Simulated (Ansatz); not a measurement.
# Al: geometry relaxation

- system: Al (slab, 4 atoms in the cell)
- method: DFT PBE+D3(BJ), scalar-relativistic, plane waves, PAW, no spin polarisation (Ansatz 0.2.0)

The structure derives from an entry of the Crystallography Open Database. The input holds or restrains some coordinates. Forces given for the steps count only the free coordinates. Figures and captions count atoms from 1; the log counts them from 0 in places.

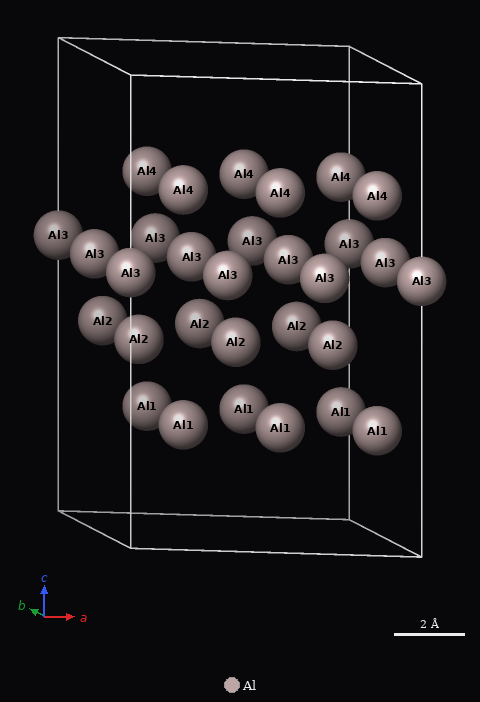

Figure 1. The structure as given in the input (spheres-only view of the 3 × 2 repeat of the cell, with the vacuum cut short, seen slightly off an axis; atoms are numbered from 1 in the order of the input). An atom can appear more than once, as a periodic image.

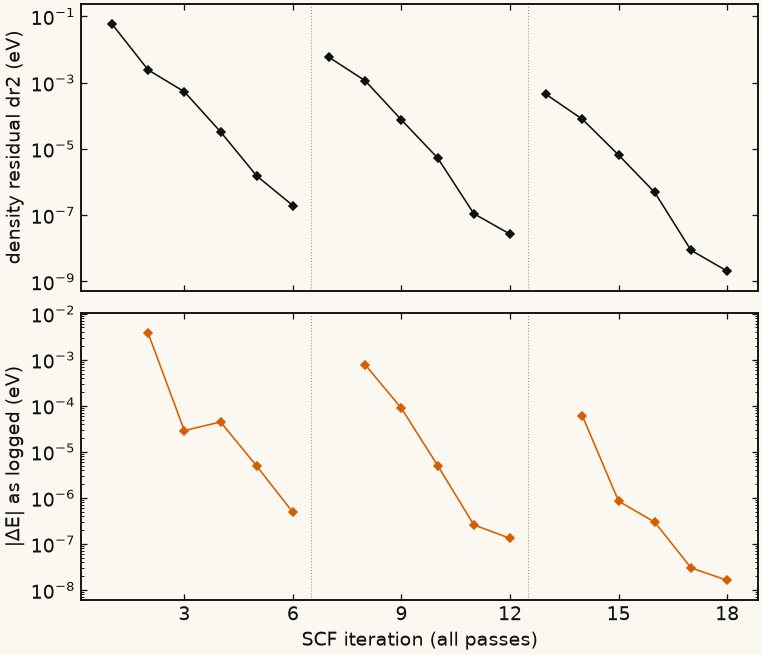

Figure 2. Convergence of the self-consistent field: density residual dr2 and size of the energy change against the SCF iteration. The dotted lines part the SCF passes of the relaxation: geometry steps, rejected trials and re-solves on a re-selected basis. The passes take 6, 6 and 6 iterations.

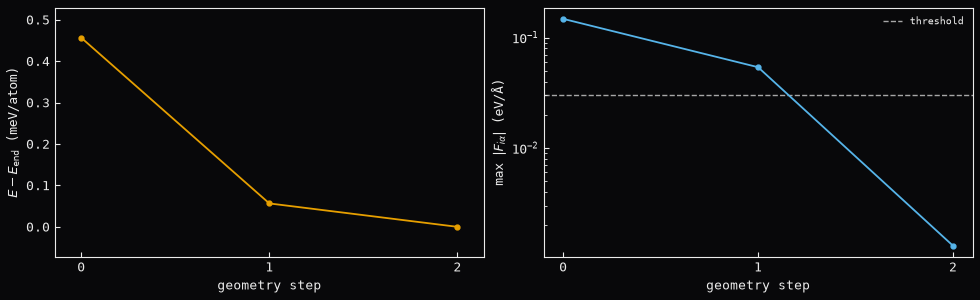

Figure 3. Progress of the restrained relaxation, step by step (the first geometry is step 0 here and step 1 in the log).

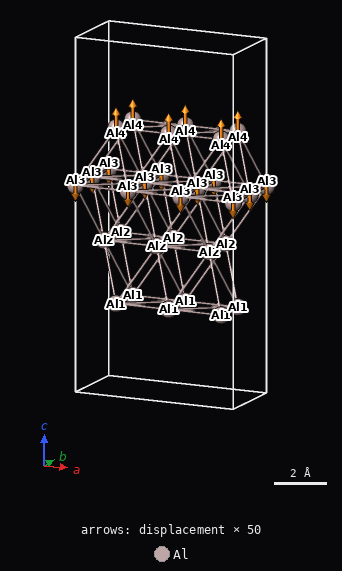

Figure 4. The starting structure with the displacements as orange arrows, magnified 50 times (ball-and-stick view of the 3 × 2 repeat of the cell, with the vacuum cut short, seen slightly off an axis). The atom that moves furthest is Al4 (0.017 Å). The lattice vectors keep their values. Distances before and after: Al3–Al4 2.816 → 2.841 Å, Al2–Al3 2.816 → 2.805 Å. Over 2 geometry steps the energy falls by 0.5 meV per atom. The largest force component goes from 0.15 to 0.0013 eV/Å. (Atoms are counted from 1 in the order of the input.)

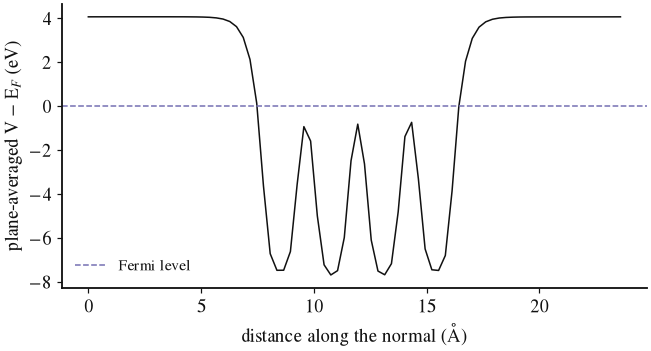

Figure 5. Plane average of the electrostatic potential energy of an electron across the cell, from the Fermi level. The vacuum level lies 4.06 eV above the Fermi level.

The input that produced these results follows, with the program's output.

Input file
```yaml
crystal:
  lattice:
    - [2.8162173067, 0.0, 0.0]
    - [-1.4081086533, 2.4389157301, 0.0]
    - [0.0, 0.0, 23.8982954061]
  atoms:
    - { symbol: Al, position: [0.6666666667, 0.3333333333, 0.3556739029] }
    - { symbol: Al, position: [0.3333333333, 0.6666666667, 0.451891301] }
    - { symbol: Al, position: [0.0, 0.0, 0.548108699] }
    - { symbol: Al, position: [0.6666666667, 0.3333333333, 0.6443260971] }
basis:
  ecutwfc: 420
kpoints:
  mp_grid: { grid: [12, 12, 1] }
hamiltonian:
  xc: pbe
  dispersion: d3bj
scf:
  occupations: { method: gaussian, width: 0.1 }
output:
  forces: true
  eigenvalues: true
relax:
  adjacent_minimum: "off"
  f_tol: 0.03
  max_steps: 70
  constraints: [{ sites: [0, 1] }]
efield:
  axis: 3
  dipole_correction: true
```

Command:
```bash
ansatz run input.yaml --threads 1 --pin off --max-ram 2560MiB --backend cpu --events-out ev --progress --plain --runs-dir out
```

Log
```
Engine: ansatz 0.2.0, x86_64-unknown-linux-gnu
Pseudopotentials: kind: paw
Pseudopotential: Al, paw, valence charge 3, recommended cutoff 420 eV (normal), Al.paw.azcp
Functional definition: PBE
  parameter kappa = 0.804
  parameter beta = 0.06672455060314922
  exchange = pbe_x(kappa = kappa, mu = beta*pi^2/3)
  correlation = pbe_c(beta = beta)
Crystal: 4 atoms, lattice volume = 164.146 Å³
Basis set: ecut = 420 eV, 3247 PW (Γ), exchange–correlation on 40×40×320 points (8 copies of the dense FFT grid, shifted against one another)
Bands: 10, of which v1, the nominal top of the filled ones, is band 6 counted from 1 (5 counted from 0)
Symmetry: 6 space group operations
k-points: 19 of 144 (time reversal used)
Non-local potential: Al, projectors of the file, l = 0: 2, l = 1: 2, l = 2: 1
PAW form: soft (Blöchl's): semilocal exchange-correlation on the pseudo side does not see the compensation charge
PAW one-centre angular grid: Al, 110 points (default); XC on 64 Gauss nodes
Initial density: superposition of atomic densities (neutral atoms: chi_scale 0, normalization atom), corrected by the library's trained network
Initial wavefunctions: pseudopotential atomic-orbital guess
Functional: x = pbe(κ = 0.804, μ = 0.2195149727645171), c = pbe(β = 0.06672455060314922)
SCF iter   1: F=—  HF=-2150.324590 eV  |F-HF|=—  |Δ(HF+E_count)|=         —  Δρ=1.59e-3  dr2=5.87e-2  ethr=1.77e-3  p=0.000 e·Å  D=1.46e-14 V/Å  ΔV_dip=-0.00 eV  dr2_dipole=1.11e-7  V_vac-E_F(+/−)=4.01/4.01 eV  ⟨swp⟩=8.6  Hψ=1728  notcnv=0
efield: sawtooth ramp at fractional position 0.9500 (placed from the atoms, in the widest stretch of the axis that holds none; the zero of the levels goes with the place), width 0.1000; the density the first Hamiltonian is built on has a dipole p = 0.000 e·Å; the dipole correction subtracts the counter field D = 1.46e-14 V/Å, which shifts the + side's vacuum level by -0.00 eV against the − side's; the planar-averaged density in the ramp window peaks in size at 1.1e-5 e/Å³
preconditioner: auto → LDOS  [metal: Δε(μ)=0.031 eV  Ē_g=6.663 eV  σ=0.100 eV  W_gap=0.17  n_scr=12 (ndim 8)  ℏωp=10.0 eV  f_vac=0.504  D(μ)=2.18/eV (n_scr^D=10)  β→1.0]
SCF iter   2: F=—  HF=-2150.320832 eV  |F-HF|=—  |Δ(HF+E_count)|=   3.76e-3  Δρ=5.50e-4  dr2=2.41e-3  ethr=4.89e-4  p=-0.000 e·Å  D=-1.53e-5 V/Å  ΔV_dip=0.00 eV  dr2_dipole=5.00e-10  V_vac-E_F(+/−)=4.08/4.08 eV  ⟨swp⟩=1.3  Hψ=362  notcnv=0  defer=2
SCF iter   3: F=—  HF=-2150.320803 eV  |F-HF|=—  |Δ(HF+E_count)|=   2.89e-5  Δρ=2.44e-4  dr2=5.31e-4  ethr=2.01e-5  p=0.000 e·Å  D=1.54e-6 V/Å  ΔV_dip=-0.00 eV  dr2_dipole=1.03e-7  V_vac-E_F(+/−)=4.07/4.07 eV  ⟨swp⟩=2.4  Hψ=316  notcnv=0  defer=2
SCF iter   4: F=—  HF=-2150.320758 eV  |F-HF|=—  |Δ(HF+E_count)|=   4.44e-5  Δρ=5.31e-5  dr2=3.28e-5  ethr=4.43e-6  p=-0.000 e·Å  D=-5.03e-6 V/Å  ΔV_dip=0.00 eV  dr2_dipole=7.41e-9  V_vac-E_F(+/−)=4.07/4.07 eV  ⟨swp⟩=2.4  Hψ=294  notcnv=0  defer=2
iter 5 did not close the SCF: its close was put off for the readings that it lacked (scf_convergence_deferred on its scf_iter line)
SCF iter   5: F=-2150.320753 eV  HF=-2150.320754 eV  |F-HF|=7.67e-8  |Δ(HF+E_count)|=   4.90e-6  Δρ=1.74e-5  dr2=1.53e-6  ethr=2.73e-7  p=-0.000 e·Å  D=-3.68e-7 V/Å  ΔV_dip=0.00 eV  dr2_dipole=4.35e-10  V_vac-E_F(+/−)=4.06/4.06 eV  ⟨swp⟩=2.4  Hψ=305  notcnv=0  defer=2
SCF iter   6: F=-2150.320754 eV  HF=-2150.320754 eV  |F-HF|=6.26e-8  |Δ(HF+E_count)|=   4.83e-7  Δρ=4.43e-6  dr2=1.95e-7  ethr=1.28e-8  p=-0.000 e·Å  D=-7.78e-7 V/Å  ΔV_dip=0.00 eV  dr2_dipole=1.10e-9  V_vac-E_F(+/−)=4.06/4.06 eV  ⟨swp⟩=5.9  Hψ=1071  notcnv=0
SCF 1 converged in 6 iterations: F = -2150.320754 eV  dr2 = 1.95e-7
  greatest PAW one-centre occupation: 0.461 electrons in one spin orbital (limit 2), on the Al atom at site 3 (counted from 0), in its partial waves of l = 0
relax step   1: F+E_penalty+E_count = -2150.32075397 eV  Δ(F+E_penalty+E_count) = +0.000e0 eV  max|allowed force component| = 1.479e-1 eV/Å  Δτ_max = 0.0000 Å  (6 SCF iters, dr2 threshold 2.25e-5 eV, accepted)
Initial density: handed on by an earlier stage of this run
Initial wavefunctions: those handed on with the density
iter 1 solved again at ethr=5.13e-5 eV; its pass at ethr=3.10e-3 eV (dr2=6.16e-3 eV) is discarded
SCF iter   1: F=—  HF=-2150.323221 eV  |F-HF|=—  |Δ(HF+E_count)|=         —  Δρ=6.38e-4  dr2=5.79e-3  ethr=5.13e-5  p=-0.000 e·Å  D=-7.80e-7 V/Å  ΔV_dip=0.00 eV  dr2_dipole=5.92e-4  V_vac-E_F(+/−)=4.06/4.06 eV  ⟨swp⟩=1.7  Hψ=948  notcnv=0  defer=4
efield: sawtooth ramp at fractional position 0.9500 (handed on by an earlier solve), width 0.1000; the density the first Hamiltonian is built on has a dipole p = -0.000 e·Å; the dipole correction subtracts the counter field D = -7.80e-7 V/Å, which shifts the + side's vacuum level by +0.00 eV against the − side's; the planar-averaged density in the ramp window peaks in size at 3.7e-7 e/Å³
preconditioner: auto → LDOS  [metal: Δε(μ)=0.085 eV  Ē_g=6.627 eV  σ=0.100 eV  W_gap=0.39  n_scr=12 (ndim 8)  ℏωp=10.0 eV  f_vac=0.502  D(μ)=2.02/eV (n_scr^D=10)  β→1.0]
SCF iter   2: F=—  HF=-2150.322446 eV  |F-HF|=—  |Δ(HF+E_count)|=   7.74e-4  Δρ=4.55e-4  dr2=1.13e-3  ethr=4.82e-5  p=-0.000 e·Å  D=-1.36e-4 V/Å  ΔV_dip=0.00 eV  dr2_dipole=8.41e-6  V_vac-E_F(+/−)=4.06/4.06 eV  ⟨swp⟩=2.3  Hψ=287  notcnv=0  defer=4
SCF iter   3: F=—  HF=-2150.322358 eV  |F-HF|=—  |Δ(HF+E_count)|=   8.77e-5  Δρ=7.55e-5  dr2=7.47e-5  ethr=9.42e-6  p=0.000 e·Å  D=1.40e-4 V/Å  ΔV_dip=-0.00 eV  dr2_dipole=1.70e-5  V_vac-E_F(+/−)=4.06/4.06 eV  ⟨swp⟩=2.4  Hψ=301  notcnv=0  defer=4
SCF iter   4: F=—  HF=-2150.322353 eV  |F-HF|=—  |Δ(HF+E_count)|=   5.03e-6  Δρ=1.57e-5  dr2=5.31e-6  ethr=6.23e-7  p=0.000 e·Å  D=2.31e-4 V/Å  ΔV_dip=-0.01 eV  dr2_dipole=1.76e-6  V_vac-E_F(+/−)=4.05/4.06 eV  ⟨swp⟩=2.2  Hψ=298  notcnv=0  defer=4
iter 5 did not close the SCF: its close was put off until two iterations running show no level that it waits for move by more than its bar (scf_convergence_deferred on its scf_iter line)
SCF iter   5: F=-2150.322354 eV  HF=-2150.322354 eV  |F-HF|=1.29e-8  |Δ(HF+E_count)|=   2.59e-7  Δρ=4.43e-6  dr2=1.11e-7  ethr=1.14e-8  p=0.000 e·Å  D=2.60e-4 V/Å  ΔV_dip=-0.01 eV  dr2_dipole=5.89e-8  V_vac-E_F(+/−)=4.05/4.06 eV  ⟨swp⟩=9.0  Hψ=1183  notcnv=0
SCF iter   6: F=-2150.322354 eV  HF=-2150.322354 eV  |F-HF|=2.94e-8  |Δ(HF+E_count)|=   1.32e-7  Δρ=1.09e-6  dr2=2.68e-8  ethr=9.25e-10  p=0.000 e·Å  D=2.79e-4 V/Å  ΔV_dip=-0.01 eV  dr2_dipole=1.97e-8  V_vac-E_F(+/−)=4.05/4.06 eV  ⟨swp⟩=3.1  Hψ=710  notcnv=0
SCF 2 converged in 6 iterations: F = -2150.322354 eV  dr2 = 2.68e-8
  greatest PAW one-centre occupation: 0.461 electrons in one spin orbital (limit 2), on the Al atom at site 0 (counted from 0), in its partial waves of l = 0
relax step   2: F+E_penalty+E_count = -2150.32235380 eV  Δ(F+E_penalty+E_count) = -1.600e-3 eV  max|allowed force component| = 5.394e-2 eV/Å  Δτ_max = 0.0210 Å  (6 SCF iters, dr2 threshold 1.37e-6 eV, accepted)
SCF iter   1: F=—  HF=-2150.322642 eV  |F-HF|=—  |Δ(HF+E_count)|=         —  Δρ=1.71e-4  dr2=4.38e-4  ethr=3.24e-5  p=0.000 e·Å  D=2.79e-4 V/Å  ΔV_dip=-0.01 eV  dr2_dipole=5.27e-5  V_vac-E_F(+/−)=4.05/4.06 eV  ⟨swp⟩=2.3  Hψ=646  notcnv=0  defer=4
efield: sawtooth ramp at fractional position 0.9500 (handed on by an earlier solve), width 0.1000; the density the first Hamiltonian is built on has a dipole p = 0.000 e·Å; the dipole correction subtracts the counter field D = 2.79e-4 V/Å, which shifts the + side's vacuum level by -0.01 eV against the − side's; the planar-averaged density in the ramp window peaks in size at 4.0e-7 e/Å³
preconditioner: auto → LDOS  [metal: Δε(μ)=0.019 eV  Ē_g=6.632 eV  σ=0.100 eV  W_gap=0.11  n_scr=12 (ndim 8)  ℏωp=10.0 eV  f_vac=0.503  D(μ)=1.99/eV (n_scr^D=10)  β→1.0]
SCF iter   2: F=—  HF=-2150.322581 eV  |F-HF|=—  |Δ(HF+E_count)|=   6.01e-5  Δρ=1.21e-4  dr2=7.83e-5  ethr=3.65e-6  p=0.000 e·Å  D=3.27e-4 V/Å  ΔV_dip=-0.01 eV  dr2_dipole=5.19e-7  V_vac-E_F(+/−)=4.05/4.06 eV  ⟨swp⟩=2.5  Hψ=423  notcnv=0  defer=4
SCF iter   3: F=—  HF=-2150.322581 eV  |F-HF|=—  |Δ(HF+E_count)|=   8.49e-7  Δρ=1.89e-5  dr2=6.52e-6  ethr=6.53e-7  p=0.000 e·Å  D=2.66e-4 V/Å  ΔV_dip=-0.01 eV  dr2_dipole=1.92e-6  V_vac-E_F(+/−)=4.05/4.06 eV  ⟨swp⟩=2.5  Hψ=292  notcnv=0  defer=4
SCF iter   4: F=—  HF=-2150.322580 eV  |F-HF|=—  |Δ(HF+E_count)|=   2.96e-7  Δρ=3.93e-6  dr2=4.84e-7  ethr=5.43e-8  p=0.000 e·Å  D=2.44e-4 V/Å  ΔV_dip=-0.01 eV  dr2_dipole=1.85e-7  V_vac-E_F(+/−)=4.05/4.06 eV  ⟨swp⟩=2.0  Hψ=264  notcnv=0  defer=4
iter 5 did not close the SCF: its close was put off until two iterations running show no level that it waits for move by more than its bar (scf_convergence_deferred on its scf_iter line)
SCF iter   5: F=-2150.322580 eV  HF=-2150.322580 eV  |F-HF|=8.32e-9  |Δ(HF+E_count)|=   3.03e-8  Δρ=1.19e-6  dr2=8.78e-9  ethr=8.33e-10  p=0.000 e·Å  D=2.34e-4 V/Å  ΔV_dip=-0.01 eV  dr2_dipole=3.94e-9  V_vac-E_F(+/−)=4.05/4.06 eV  ⟨swp⟩=7.7  Hψ=1047  notcnv=0
SCF iter   6: F=-2150.322580 eV  HF=-2150.322580 eV  |F-HF|=1.64e-9  |Δ(HF+E_count)|=   1.62e-8  Δρ=3.06e-7  dr2=2.05e-9  ethr=7.31e-11  p=0.000 e·Å  D=2.29e-4 V/Å  ΔV_dip=-0.01 eV  dr2_dipole=1.58e-9  V_vac-E_F(+/−)=4.05/4.06 eV  ⟨swp⟩=2.8  Hψ=708  notcnv=0
SCF 3 converged in 6 iterations: F = -2150.322580 eV  dr2 = 2.05e-9
relax step   3: F+E_penalty+E_count = -2150.32258037 eV  Δ(F+E_penalty+E_count) = -2.266e-4 eV  max|allowed force component| = 1.302e-3 eV/Å  Δτ_max = 0.0062 Å  (6 SCF iters, accepted)
SCF converged after 6 iterations
Free energy (F): -2150.322580 eV
Harris-Foulkes:  -2150.322580 eV  (|F-HF|=1.64e-9)
Internal energy: -2150.312600 eV  (E = F + TS)
E sigma→0 (E₀):  -2150.317590 eV
Entropy (-TS):   -0.009981 eV (-2.495 meV/atom)
Fermi energy:    0.790385 eV
Dipole field:    D = 0.000170 V/Å  (p = 0.000154 e·Å, saw-weighted, corrected)
Work function:   Φ+ = 4.0556 eV   Φ− = 4.0597 eV
Levels:          The Fermi level and band energies are counted from a zero that moves with the ramp; work functions are not
--- Per-component energies (eV) ---
  E_band       = -41.573633
  E_kinetic    = 89.813778
  E_local      = -2832.300837  (includes V_loc(G=0)·N_el)
  E_nonlocal   = 41.964620
  E_hartree    = 1393.996022
  E_xc         = -157.805810
  E_vxc        = -114.262692  (∫ρ·V_xc dr)
  E_paw        = -1869.492638  (= ΣΔE_a)
  E_vpaw       = -14.780935  (= ΣTr[D̂ρ^β])
  E_aug_tail   = -0.000008  (compensation charges beyond the density's cutoff)
  E_efield     = 0.000000  (sawtooth field / dipole correction)
  E_vefield    = -0.000002  (∫n·V_field dr)
  E_ewald      = 1184.568861
  E_disp       = -1.056588  (pairwise vdW)
  E_smearing   = -0.009981  (= −TS)
  E_closure    = 0.000000  (closes the sum)
  Σ components = -2150.322580   (vs F -2150.322580, Δ=0.00e0)
--- Forces (eV/Å), atoms counted from 1 ---
  atom   1  Al     0.00000000     0.00000000    -0.09677275
  atom   2  Al     0.00000000     0.00000000     0.09582681
  atom   3  Al    -0.00000000    -0.00000000    -0.00034568
  atom   4  Al     0.00000000    -0.00000000     0.00130208
  max |Σ_I F_I| component: 1.05e-5 eV/Å
--- Band table (eV; the first three rows and the last of 19) ---
  k-point 0: bands = ["-10.2486", "-9.1525", "-7.4950", "-5.2003", "-2.7246", "0.2402", "2.8491", "4.3305", "4.7643", "5.9359"]
  k-point 1: bands = ["-10.0764", "-8.9813", "-7.3251", "-5.0308", "-2.5630", "0.4007", "3.0091", "4.4989", "4.9357", "6.1020"]
  k-point 2: bands = ["-9.5610", "-8.4689", "-6.8170", "-4.5245", "-2.0791", "0.8756", "3.4681", "4.9821", "5.4334", "6.2048"]
  k-point 18: bands = ["-2.3202", "-2.2099", "-2.2011", "-1.3241", "-1.2931", "-1.1247", "0.1626", "0.1639", "1.3374", "2.8883"]
--- Relaxed structure (3 steps of the walk, 3 accepted, 0 SCFs on fresh bases) ---
  F+E_penalty+E_count = -2150.32258037 eV   max|allowed force component| = 1.302e-3 eV/Å
  atoms:
    - { symbol: Al, position: [0.6666666666666666, 0.3333333333333333, 0.35567390290000006] }
    - { symbol: Al, position: [0.3333333333333333, 0.6666666666666667, 0.45189130100000013] }
    - { symbol: Al, position: [-2.38303716916548e-17, -1.8328535739964692e-17, 0.547550873842042] }
    - { symbol: Al, position: [0.6666666666666666, 0.3333333333333333, 0.6450338986781805] }
```

Trajectory as extended XYZ (Å, eV, eV/Å), 3 frames, from step=1 to step=3
```
4
Lattice="2.8162 0.0000 0.0000 -1.4081 2.4389 0.0000 0.0000 0.0000 23.8983" Properties=species:S:1:pos:R:3:forces:R:3 step=1 energy=-2150.32075
Al    1.4081    0.8130    8.5000    0.0000   0.0000  -0.1007
Al    0.0000    1.6259   10.7994    0.0000   0.0000   0.1479
Al    0.0000    0.0000   13.0989    0.0000   0.0000  -0.1479
Al    1.4081    0.8130   15.3983    0.0000   0.0000   0.1006
4
Lattice="2.8162 0.0000 0.0000 -1.4081 2.4389 0.0000 0.0000 0.0000 23.8983" Properties=species:S:1:pos:R:3:forces:R:3 step=2 energy=-2150.32235
Al    1.4081    0.8130    8.5000    0.0000   0.0000  -0.0959
Al    0.0000    1.6259   10.7994    0.0000   0.0000   0.0722
Al    0.0000    0.0000   13.0793    0.0000   0.0000   0.0539
Al    1.4081    0.8130   15.4193    0.0000   0.0000  -0.0303
4
Lattice="2.8162 0.0000 0.0000 -1.4081 2.4389 0.0000 0.0000 0.0000 23.8983" Properties=species:S:1:pos:R:3:forces:R:3 step=3 energy=-2150.32258
Al    1.4081    0.8130    8.5000    0.0000   0.0000  -0.0968
Al    0.0000    1.6259   10.7994    0.0000   0.0000   0.0958
Al    0.0000    0.0000   13.0855    0.0000   0.0000  -0.0003
Al    1.4081    0.8130   15.4152    0.0000   0.0000   0.0013
```

Summary

| quantity | value |
| --- | --- |
| outcome | converged under the restraints of the input |
| electrons treated | 12 |
| free energy | −2150.3226 eV |
| work function, top face | 4.06 eV |
| work function, bottom face | 4.06 eV |
| Fermi energy | 0.790 eV |
| gap on the k-point mesh | none (metallic) |
| final volume | 164.15 Å³ |
| work function (upper face) | 4.06 eV |
| largest force (length of the vector) at the end, held atoms and coordinates included | 0.097 eV/Å |
| hardware | 1 thread of Intel Xeon (Sapphire Rapids), 64 GiB of memory available, shared host |
| wall time | 9.7 s |
| peak memory | 0.37 GiB |
